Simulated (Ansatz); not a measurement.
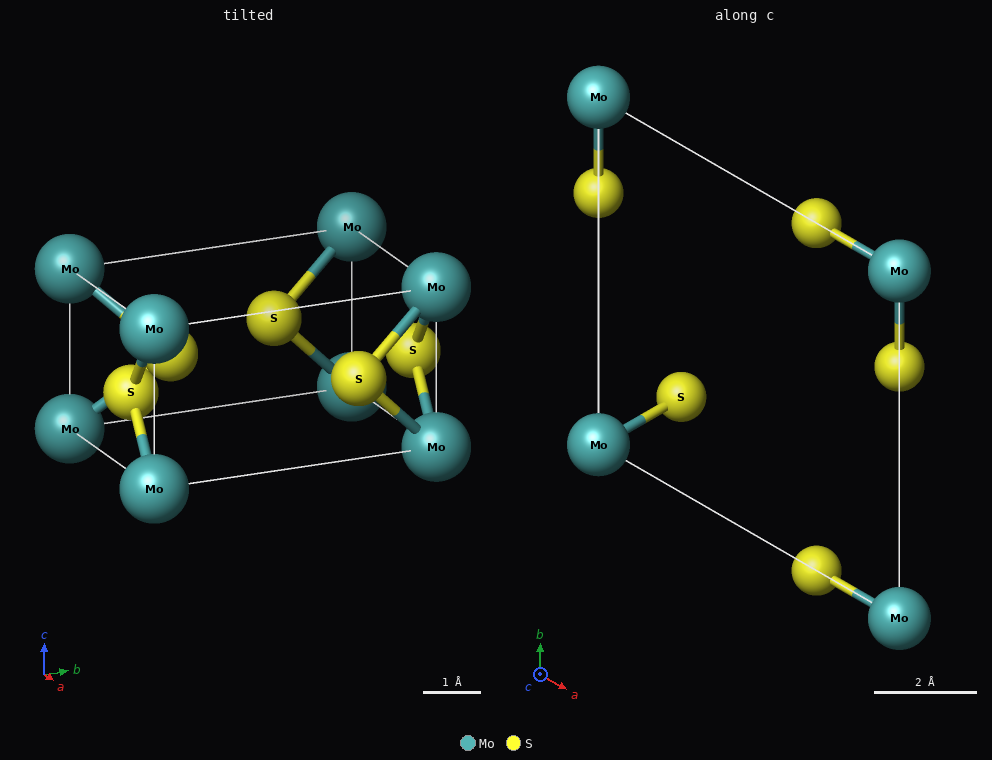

Ball-and-stick drawing of the structure, looking slightly off an axis and along the c axis. Thin lines show the conventional unit cell, with boundary atoms drawn in all their periodic places. Cell: a = 6.83 Å, b = 6.83 Å, c = 2.88 Å, α = 90.00°, β = 90.00°, γ = 120.00°.

The structure comes from a random cell made by a generator, so it need not be a real form of the compound. Earlier steps of the study may have refined or changed the cell and positions. It was run through Ansatz as a DFT input.

> Characterise what is shown.

It has the composition MoS₃. Its lattice is primitive hexagonal, its space group P-62m (No. 189). Counting shared atoms by their share gives 1 Mo, 3 S, or 4 atoms. Each Mo has six S in a distorted trigonal prismatic arrangement at about 2.4 Å. Each S is bonded to two Mo in a bent arrangement at about 2.4 Å. Not all metal-metal contacts are counted. The bonds build MoS3 chains along [001].

Theory: DFT PBE, scalar-relativistic, plane waves, PAW (Ansatz). Numerical settings: wavefunction cutoff 420 eV, a 12×12×16 k-point grid, Gaussian smearing of 0.1 eV, no spin polarisation.

> What is the band gap, if any?

A semiconductor at this level, with a gap of 0.05 eV, indirect.

> Give the Bader charge of each element.

Mo +1.44 e; S -0.48 e.

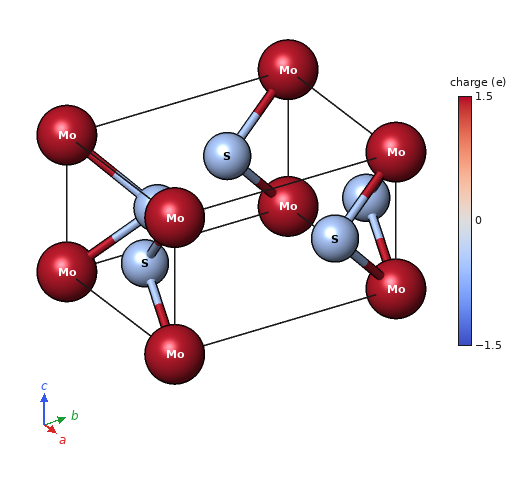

The atoms coloured by those charges. The run's cell of 4 atoms is drawn.

> Can this geometry be taken as optimised?

Yes. All forces vanish to within 0.01 eV/Å. The pressure is 0.0 GPa, close to zero.
